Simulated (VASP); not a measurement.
**MgS: density, localisation and related maps**

```yaml
crystal:
  lattice:
    - [2.83088, 0.00000, -2.83088]
    - [-2.83088, 2.83088, 0.00000]
    - [5.63344, 5.63344, 5.63344]
  atoms:
    - { symbol: Mg, position: [0.66667, 0.33333, 0.33302] }
    - { symbol: Mg, position: [0.33333, 0.66667, 0.66635] }
    - { symbol: Mg, position: [0.00000, 0.00000, 0.99968] }
    - { symbol: S, position: [0.00000, 0.00000, 0.25032] }
    - { symbol: S, position: [0.66667, 0.33333, 0.58365] }
    - { symbol: S, position: [0.33333, 0.66667, 0.91698] }
```

Space group R3m; started from the zincblende prototype, which need not be the ambient phase; changed on purpose from its base cell (shear 111 strain -0.5%).

These are results of DFT, r2SCAN, plane waves, PAW (VASP 6.6.1), not measurements.

Core electrons are frozen (PAW), and the valence fields are smoothed inside the atomic spheres.

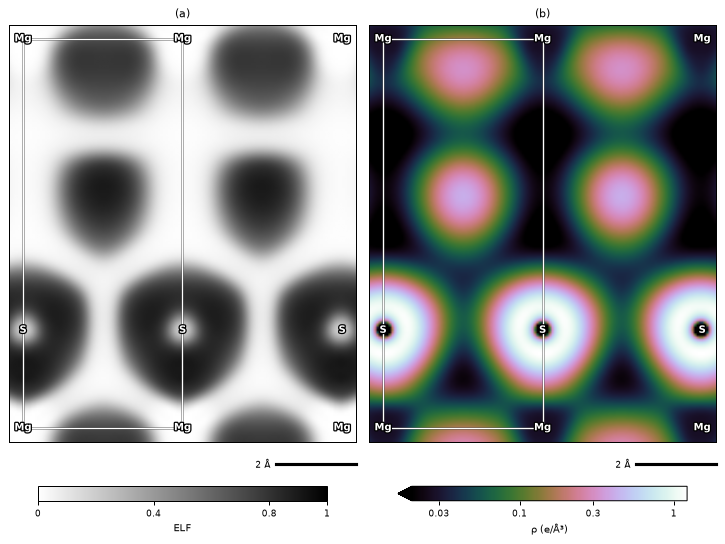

Figure 1. (a) electron localisation function; (b) valence electron density on the (100) plane of the conventional cell.

### What do the fields say about this system?

- Atoms in the plane: Mg and S.
- Mg–S (2.45 Å): ρ is about 0.37 e/Å³ halfway; the ELF peaks at about 0.90 in the valence shell of S, 0.9 Å from its nucleus, and falls to about 0.65 next to Mg: an ionic contact with no shared pair.
- Between the atoms the lowest density in this plane is 0.01 e/Å³.

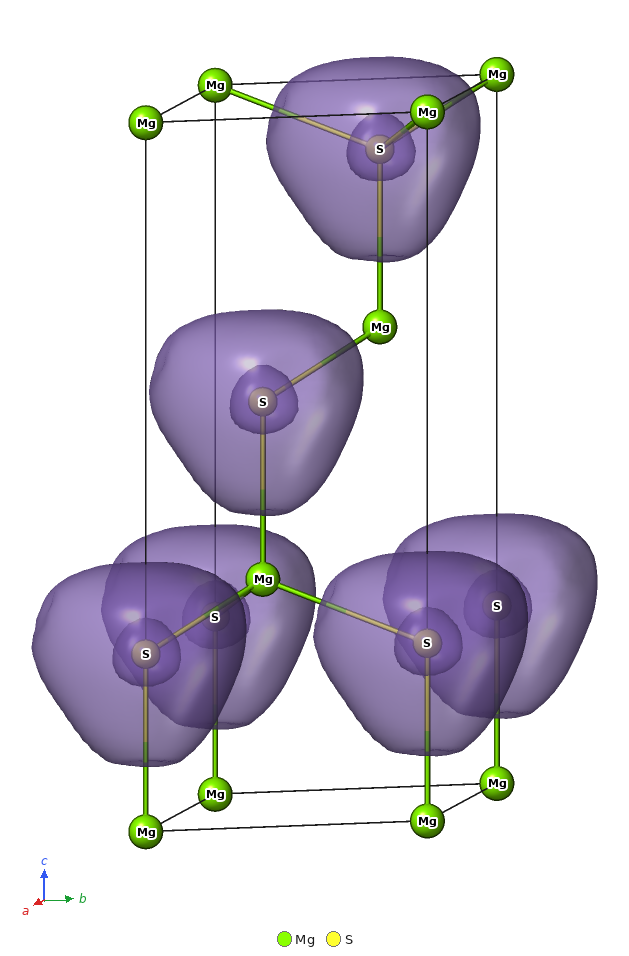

Figure 2. Isosurface of the ELF at 0.7 (purple), seen slightly off an axis. Only the valence region is drawn (cores and ρ < 0.01 e/Å³ removed). Sticks mark near contacts.

### Describe the localisation domains.

At this value the surface marks out three regions wrapped around S (the valence shell of each), counted in one cell of 6 atoms. Regions shared between cells count once.

### Metal or insulator at this level of theory?

It is gapped, with a Kohn–Sham gap of 4.1 eV on the k-point mesh, an upper bound to the gap of this method.
